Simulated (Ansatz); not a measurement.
**La: geometry relaxation (part 2 of 2)**

The same run, continued: La (P6₃/mmc, 4 atoms in the cell); DFT r2SCAN, scalar-relativistic, plane waves, PAW, no spin polarisation (Ansatz 0.2.0); cutoff 500 eV, 15×15×4 k-mesh, Gaussian smearing of 0.1 eV. The structure was built on a prototype by a generator; it need not be a known phase.

Geometry of the input (Å; fractional positions):
```
3.7700  0.0000  0.0000
-1.8850  3.2649  0.0000
0.0000  0.0000  12.1300
La 0.0000  0.0000  0.0000
La 0.0000  0.0000  0.5000
La 0.3333  0.6667  0.2500
La 0.6667  0.3333  0.7500
```

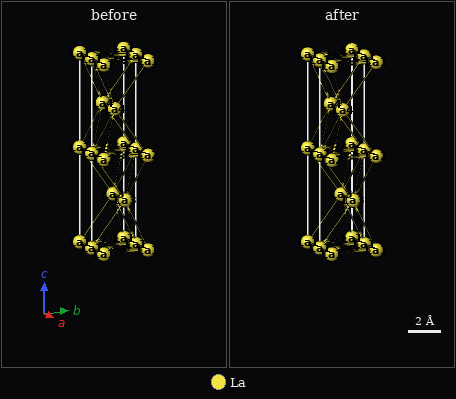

Figure 1. Before (left) and after (right) the relaxation, at one scale (ball-and-stick view of the cell of the calculation, repeated 2 × 1 × 1, seen slightly off an axis). The atoms keep their places relative to the cell (all moves are under 0.005 Å). The drawn cell changes as follows: a = b 3.770 → 3.783 Å (+0.3 %), c 12.130 → 12.039 Å (−0.8 %); the volume changes by −0.1 %. Among the contacts that change: La1–La3 3.733 → 3.719 Å, La1–La1 3.770 → 3.783 Å. The space group stays P6_3/mmc (No. 194). Over 2 geometry steps the energy falls by 0.4 meV per atom. All forces vanish by symmetry, so only the cell relaxes. The pressure goes from −0.01 to 0.00 GPa. A last SCF at the same geometry on a re-selected plane-wave basis shifts the energy by +0.0 meV per atom. (Atoms are counted from 1 in the order of the input.)

```
basis re-selected at this cell: Δ(F+E_penalty+E_count) = +1.724e-5 eV, ΔP = -0.000 GPa vs the last step (what re-selecting the basis moved, of the pressure what is left beyond the Pulay correction that the steps carried, after the strain that the cell walked since its last selection, with what the two solves' SCF thresholds leave and, on support functions, any second-order correction that the steps lacked; it is no measure of the basis error at this ecutwfc). This SCF's stress stands 4.02e-3 GPa from its target on what of the cell is left free (relax.cell.stress_tol is 5.00e-2 GPa) and its largest allowed force component is 9.25e-18 eV/Å (relax.f_tol is 5.00e-3 eV/Å): within both
SCF converged after 5 iterations
Free energy (F): -25058.726470 eV
Harris-Foulkes:  -25058.726470 eV  (|F-HF|=1.46e-11)
Internal energy: -25058.695884 eV  (E = F + TS)
E sigma→0 (E₀):  -25058.711177 eV
Entropy (-TS):   -0.030586 eV (-7.647 meV/atom)
Fermi energy:    11.093589 eV
--- Per-component energies (eV) ---
  E_band       = -207.033505
  E_kinetic    = 770.720501
  E_local      = -1333.817093  (includes V_loc(G=0)·N_el)
  E_nonlocal   = 371.280556
  E_hartree    = 419.645393
  E_xc         = -527.415436
  E_vxc        = -640.915780  (∫ρ·V_xc dr)
  E_paw        = -21747.181841  (= ΣΔE_a)
  E_vpaw       = -246.944688  (= ΣTr[D̂ρ^β])
  E_aug_tail   = 0.000000  (compensation charges beyond the density's cutoff)
  E_vtau       = 33.352227  (kinetic-family band-sum trace: ∫τ·v_τ [+ j·A + Jᵃ·Aᵃ] dr)
  E_ewald      = -3012.202014
  E_core_change = 0.274050  (= ΣΔE_core)
  E_smearing   = -0.030586  (= −TS)
  E_closure    = 0.000000  (closes the sum)
  Σ components = -25058.726470   (vs F -25058.726470, Δ=0.00e0)
--- Forces (eV/Å), atoms counted from 1 ---
  atom   1  La     0.00000000     0.00000000     0.00000000
  atom   2  La     0.00000000     0.00000000     0.00000000
  atom   3  La    -0.00000000     0.00000000     0.00000000
  atom   4  La     0.00000000     0.00000000     0.00000000
  max |Σ_I F_I| component: 9.25e-18 eV/Å
--- Stress (GPa, compression-positive) ---
        0.003399       0.000000      -0.000000
        0.000000       0.003399       0.000000
       -0.000000       0.000000       0.004021
  P = ⅓ Tr σ = 0.0036 GPa (0.036 kbar)
--- Band table (eV; the first three rows and the last of 81) ---
  k-point 0: bands = ["-22.9528", "-22.8454", "-22.8308", "-22.7193", "-6.9566", "-6.2605", "-6.2462", "-5.7023", "-5.7023", "-5.6133", "-5.6133", "-5.5907", "-5.5907", "-5.4989", "-5.4989", "-5.4543", "7.7708", "9.1733", "9.1774", "9.2559", "11.6227", "11.7950", "12.4257", "12.4257", "12.5067", "12.5067", "12.5794"]
  k-point 1: bands = ["-22.9442", "-22.8830", "-22.7926", "-22.7285", "-6.9056", "-6.5318", "-5.9611", "-5.6949", "-5.6949", "-5.6421", "-5.6421", "-5.5615", "-5.5615", "-5.5195", "-5.5067", "-5.5067", "7.8991", "8.7411", "9.2853", "9.3657", "11.7410", "12.0179", "12.3295", "12.4508", "12.4508", "12.5196", "12.5196"]
  k-point 2: bands = ["-22.9197", "-22.9197", "-22.7544", "-22.7544", "-6.7585", "-6.7585", "-5.7009", "-5.7009", "-5.6737", "-5.6737", "-5.6737", "-5.6737", "-5.5289", "-5.5289", "-5.5289", "-5.5289", "8.2546", "8.2546", "9.3505", "9.3505", "12.0187", "12.0187", "12.4469", "12.4469", "12.5046", "12.5046", "12.5046"]
  k-point 80: bands = ["-22.7000", "-22.7000", "-22.6852", "-22.6852", "-6.6064", "-6.6064", "-6.5349", "-6.5349", "-6.3426", "-6.3426", "-6.2579", "-6.2579", "-5.8409", "-5.8409", "-5.8105", "-5.8105", "9.9349", "9.9349", "10.7557", "10.7557", "11.0030", "11.0030", "11.0192", "11.0192", "12.0195", "12.0195", "12.0347"]
--- Relaxed structure (3 steps of the walk, 3 accepted, 1 SCFs on fresh bases) ---
  F+E_penalty+E_count = -25058.72646987 eV   max|allowed force component| = 9.252e-18 eV/Å   (the final SCF, on the basis selected at the relaxed cell)
  cell:  # Å, volume = 149.1686 Å³
    - [3.782549076331929, 0.0, 0.0]
    - [-1.8912745381659646, 3.2757835911648145, 0.0]
    - [0.0, 0.0, 12.038648486468649]
  atoms:
    - { symbol: La, position: [-3.938139484066346e-34, 3.010879499973695e-35, 1.896813193067449e-36] }
    - { symbol: La, position: [-3.6055971330220476e-34, 8.663959377475337e-35, 0.5] }
    - { symbol: La, position: [0.33333333333333337, 0.6666666666666669, 0.25] }
    - { symbol: La, position: [0.6666666666666667, 0.33333333333333337, 0.7500000000000001] }
```

**Trajectory as extended XYZ (Å, eV, eV/Å), 4 frames, from step=1 to step=4**
```
4
Lattice="3.7700 0.0000 0.0000 -1.8850 3.2649 0.0000 0.0000 0.0000 12.1300" Properties=species:S:1:pos:R:3:forces:R:3 step=1 energy=-25058.72493 pressure_GPa=-0.01
La    0.0000    0.0000    0.0000    0.0000   0.0000   0.0000
La    0.0000    0.0000    6.0650    0.0000   0.0000   0.0000
La    0.0000    2.1766    3.0325    0.0000   0.0000   0.0000
La    1.8850    1.0883    9.0975    0.0000   0.0000   0.0000
4
Lattice="3.7777 0.0000 0.0000 -1.8888 3.2716 0.0000 0.0000 0.0000 12.0770" Properties=species:S:1:pos:R:3:forces:R:3 step=2 energy=-25058.72622 pressure_GPa=-0.01
La    0.0000    0.0000    0.0000    0.0000   0.0000   0.0000
La    0.0000    0.0000    6.0385    0.0000   0.0000   0.0000
La    0.0000    2.1810    3.0192    0.0000   0.0000   0.0000
La    1.8888    1.0905    9.0577    0.0000   0.0000   0.0000
4
Lattice="3.7825 0.0000 0.0000 -1.8913 3.2758 0.0000 0.0000 0.0000 12.0386" Properties=species:S:1:pos:R:3:forces:R:3 step=3 energy=-25058.72649 pressure_GPa=0.00
La    0.0000    0.0000    0.0000    0.0000   0.0000   0.0000
La    0.0000    0.0000    6.0193    0.0000   0.0000   0.0000
La    0.0000    2.1839    3.0097    0.0000   0.0000   0.0000
La    1.8913    1.0919    9.0290    0.0000   0.0000   0.0000
4
Lattice="3.7825 0.0000 0.0000 -1.8913 3.2758 0.0000 0.0000 0.0000 12.0386" Properties=species:S:1:pos:R:3:forces:R:3 step=4 energy=-25058.72647 pressure_GPa=0.00
La    0.0000    0.0000    0.0000    0.0000   0.0000   0.0000
La    0.0000    0.0000    6.0193    0.0000   0.0000   0.0000
La    0.0000    2.1839    3.0097    0.0000   0.0000   0.0000
La    1.8913    1.0919    9.0290    0.0000   0.0000   0.0000
```

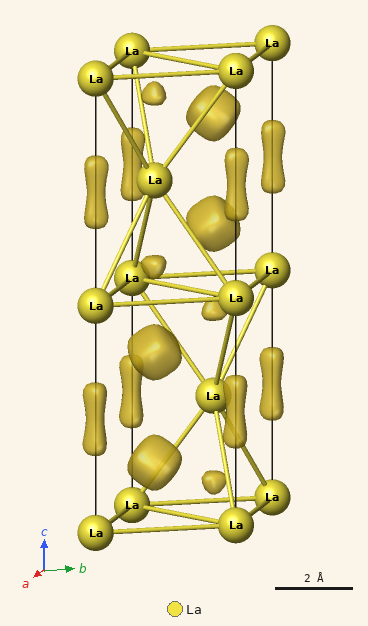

Figure 2. Isosurface of the ELF at 0.5 (yellow), seen slightly off an axis. Only the valence region is drawn (cores and ρ < 0.01 e/Å³ removed). Sticks mark near contacts. The outline is the cell set on symmetry axes. Values along the shortest contacts: La–La (3.72 Å): the ELF is about 0.10 at the midpoint; no localised pair between them. La–La (3.78 Å): the ELF is about 0.15 at the midpoint (no shared electron pair). The fields are those of the smooth PAW valence density.

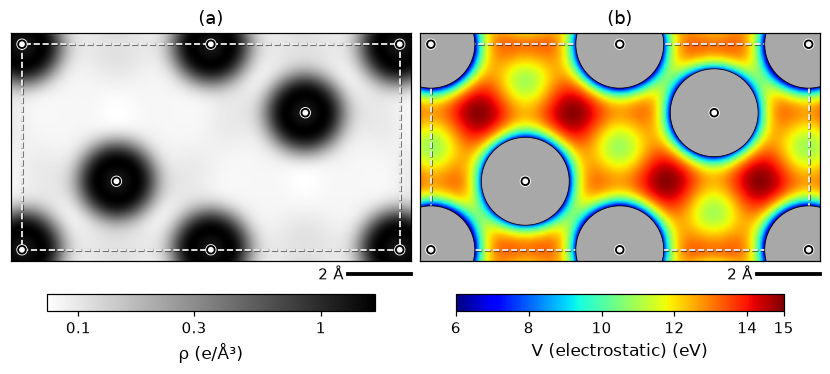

Figure 3. (a) valence charge density (pseudo); (b) electrostatic potential (local pseudopotential plus Hartree) felt by an electron on the (110) plane of the conventional cell. Circles mark the nuclei in the plane (La). Grey discs, where drawn, cover atomic cores. The plane passes through La nuclei. La–La (3.72 Å): ρ is about 0.09 e/Å³ halfway. Away from the nuclei the density in this plane falls to 0.07 e/Å³ at its lowest. Outside the cores the potential energy rises away from the atoms and is highest about 2.6 Å from the nearest atoms; outside the discs it spans about 8 eV, and its zero is arbitrary.

**Summary**

| quantity | value |
| --- | --- |
| outcome | converged |
| space group (tolerance 0.01 Å) | P6₃/mmc (194) |
| electrons treated | 44 |
| free energy | −25058.7265 eV |
| Fermi energy | 11.094 eV |
| gap on the k-point mesh | none (metallic) |
| pressure | 0.00 GPa |
| final volume | 149.17 Å³ |
| largest force (length of the vector) at the end | under 0.001 eV/Å |
| final cell | a = 3.783 Å, b = 3.783 Å, c = 12.039 Å, α = 90.00°, β = 90.00°, γ = 120.00° |
| wall time | 15 s (CPU time 1.8 min) |
| peak memory | 1.3 GiB |
